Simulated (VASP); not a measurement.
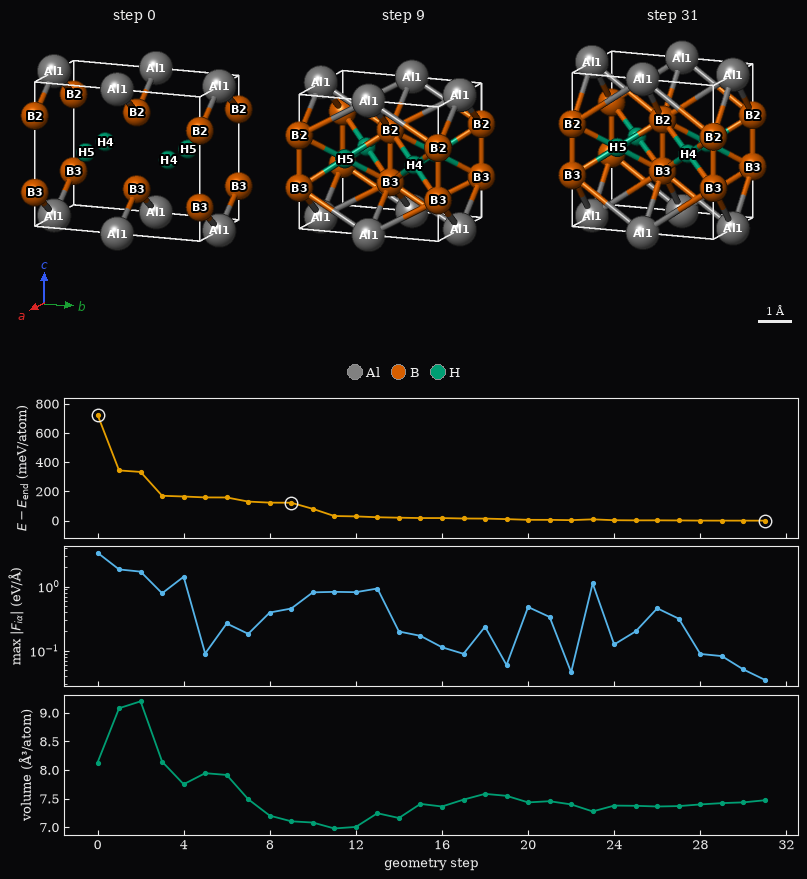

Frames of a relaxation of a crystal of AlB2H2 (a generated structure, set up in Cmmm), marked on the history of the run. A ball-and-stick model of the conventional cell (2 times the calculation's cell), seen slightly off an axis. Lengths and directions refer to the drawn axes.

The run lets cell and atoms move.

These are results of VASP 6.6.1, Kohn-Sham DFT of a periodic cell, PBE, VASP PAW PBE potentials, recommended, not measurements.

Input file:
```
PREC = Accurate
ENCUT = 600
EDIFF = 1E-7
ISMEAR = 0
SIGMA = 0.1
LREAL = False
LASPH = True
NELM = 60
ALGO = Normal
ISIF = 3
LWAVE = False
LCHARG = False
GGA = PE
IBRION = 2
NSW = 90
EDIFFG = -0.04
```

Launched with:
```bash
cat potpaw_PBE.64/Al/POTCAR potpaw_PBE.64/B/POTCAR potpaw_PBE.64/H/POTCAR > POTCAR
mpirun -np 1 vasp_std > vasp.out
```

Question: What happens along the run?

Answer: The energy falls by 726 meV per atom in 31 geometry steps. Largest force component: 3.4 eV/Å at the start, 0.035 eV/Å at the end. The pressure goes from 16.75 to −0.05 GPa. The largest moves relative to the cell, 0.48 Å, are those of B2 and B3. B2 goes along −c. H and Al stay in place. Cell: a 3.205 → 3.237 Å (+1.0 %), b 5.526 → 4.721 Å (−14.6 %), c 4.591 → 4.889 Å (+6.5 %). Volume −8.1 %. Among the contacts that change: B2–B3 2.149 → 3.253 Å, B2–B3 (another image) 2.442 → 1.636 Å, Al1–B2 1.929 → 2.295 Å, B2–H4 2.010 → 1.648 Å. New bonds form: B2–B3 (2.44 → 1.64 Å). Bond angles that change, for instance: B2–Al1–B2 112.3° → 89.7°, B2–Al1–B3 67.7° → 90.3°, Al1–B3–Al1 112.3° → 89.7°. The space group stays Cmmm (No. 65). From step 0 to 9: B atoms move most (0.30 Å), volume −12.6 %, energy −603 meV per atom. From step 9 to 31: B atoms move most (0.14 Å), volume +5.2 %, energy −123 meV per atom.

| step | E − E(0), meV/atom | largest force component, eV/Å | pressure, GPa | volume, Å³/atom |
| --- | --- | --- | --- | --- |
| 0 | 0.00 | 3.3595 | 16.75 | 8.132 |
| 1 | -381.72 | 1.8465 | -15.08 | 9.081 |
| 2 | -391.93 | 1.7071 | -17.08 | 9.202 |
| 3 | -555.32 | 0.7860 | -9.90 | 8.148 |
| 4 | -560.29 | 1.4201 | -2.34 | 7.753 |
| 5 | -566.56 | 0.0909 | -6.63 | 7.946 |
| 6 | -566.88 | 0.2664 | -6.03 | 7.915 |
| 7 | -595.04 | 0.1838 | -1.09 | 7.491 |
| 8 | -602.31 | 0.3945 | 3.36 | 7.204 |
| 9 | -602.95 | 0.4553 | 5.13 | 7.105 |
| 10 | -644.93 | 0.8125 | 5.83 | 7.084 |
| 11 | -694.06 | 0.8272 | 3.82 | 6.980 |
| 12 | -696.54 | 0.8176 | 3.80 | 7.007 |
| 13 | -702.44 | 0.9316 | 2.87 | 7.246 |
| 14 | -705.44 | 0.1998 | 3.01 | 7.163 |
| 16 | -708.02 | 0.1137 | -0.70 | 7.364 |
| 17 | -710.95 | 0.0900 | -2.08 | 7.484 |
| 18 | -711.71 | 0.2372 | -3.12 | 7.585 |
| 19 | -715.29 | 0.0601 | -2.46 | 7.550 |
| 20 | -720.11 | 0.4808 | -0.08 | 7.436 |
| 21 | -720.27 | 0.3365 | -0.54 | 7.456 |
| 22 | -722.31 | 0.0465 | 1.27 | 7.400 |
| 23 | -716.77 | 1.1208 | 5.43 | 7.278 |
| 24 | -722.71 | 0.1256 | 1.91 | 7.380 |
| 25 | -723.70 | 0.2010 | 2.07 | 7.376 |
| 27 | -724.30 | 0.3163 | 2.32 | 7.371 |
| 28 | -725.33 | 0.0895 | 1.42 | 7.400 |
| 29 | -725.56 | 0.0829 | 0.74 | 7.423 |
| 30 | -725.66 | 0.0514 | 0.53 | 7.436 |
| 31 | -725.75 | 0.0354 | -0.05 | 7.473 |
